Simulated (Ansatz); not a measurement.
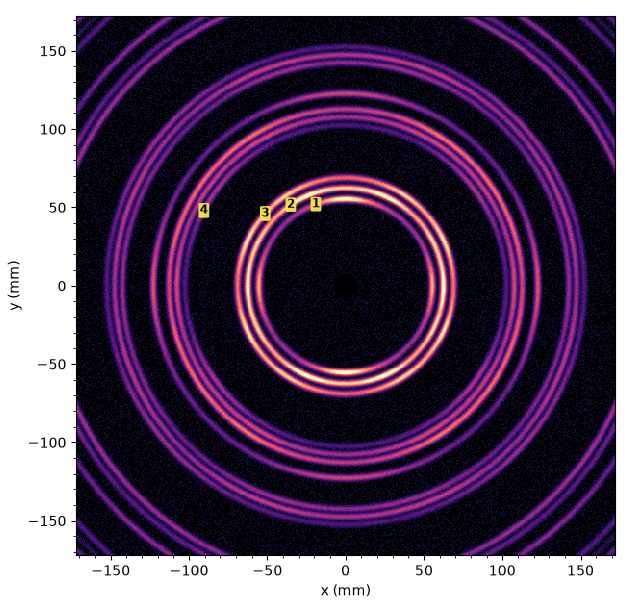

Simulated X-ray powder rings on a flat area detector normal to the beam: λ = 0.7107 Å, sample-to-detector distance 190 mm, axes in mm from the beam centre, for a sample with fibre texture (March–Dollase model, fibre axis vertical in the picture). Kinematic intensities with B = 0.5 Å² for all atoms, without absorption; brightness goes as intensity to the power 0.4, clipped at the top, with counting noise. Reflections closer than the ring width show as one ring.

The sample is Pt, space group Pm-3n, a = 5.024 Å, b = 5.024 Å, c = 5.024 Å, α = 90.00°, β = 90.00°, γ = 90.00°. Structure used: the geometry relaxed with Ansatz, DFT r2SCAN, scalar-relativistic, plane waves, PAW; the starting structure was generated, so it need not be a known form of this composition.

Q: Index rings 1 to 4.

A:
```
ring    radius  2θ (°)  d (Å)  hkl
   1   55.4 mm   16.26   2.51  200
   2   62.5 mm   18.20   2.25  210
   3   69.0 mm   19.95   2.05  211
   4  102.6 mm   28.36  1.450  222
```

Q: Which lattice planes lie preferentially normal to the fibre axis?

A: The (2 0 0) planes: ring 1 is concentrated at the top and bottom of the pattern (March parameter 0.35).
